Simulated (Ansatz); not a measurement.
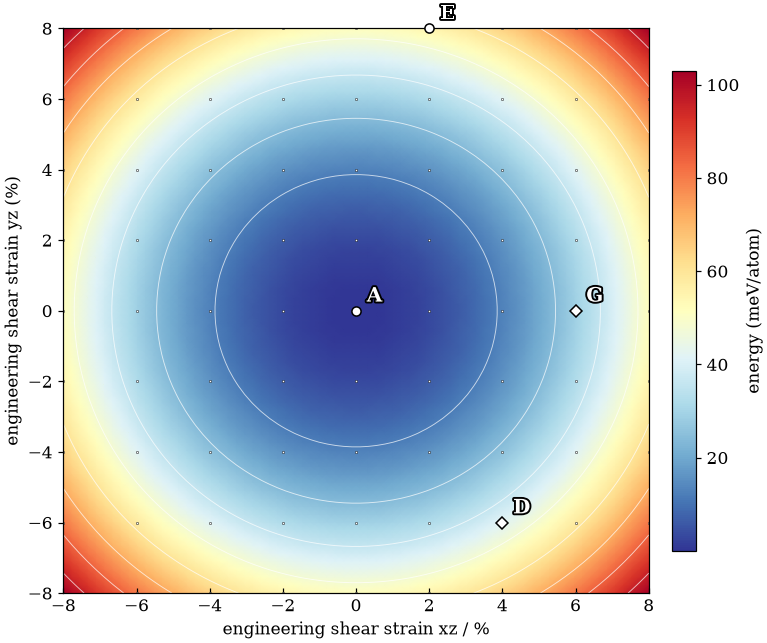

AlN (Fm-3m, No. 225; 2 atoms in the cell). The energy is mapped over two homogeneous strains (x, y and z along the cube axes). First axis: engineering shear strain xz. Second axis: engineering shear strain yz. Nothing is relaxed (symmetry fixes all fractional coordinates). The scan uses a 9 × 9 grid; 15 points were computed and 66 follow by symmetry. Points are written as (first, second). Energies are in meV/atom, from the lowest grid point. Computed with DFT PBEsol, scalar-relativistic, plane waves, PAW (Ansatz 0.2.0). Settings: cutoff 520 eV, k-mesh 10×10×10, gaussian smearing 0.05 eV, no spin polarisation.

In the figure: a smooth colour map with a few white contour lines, dots at the grid points, lettered points. Between grid points the surface is interpolated.

Which space group has the cell at each letter?

Answer. A: Fm-3m; D: P-1; E: P-1; G: Immm.

What kind of point is each of A, D, G: minimum, saddle, maximum or slope?

Answer. A: minimum; D: on a slope; G: on a slope. (In these two coordinates alone; a stationary point may lie a little off the grid point.)

Rank the lettered points by energy, lowest first.

Answer. A (0 meV/atom), G (29 meV/atom), D (42 meV/atom), E (55 meV/atom).

PAW datasets: the set soft_1.
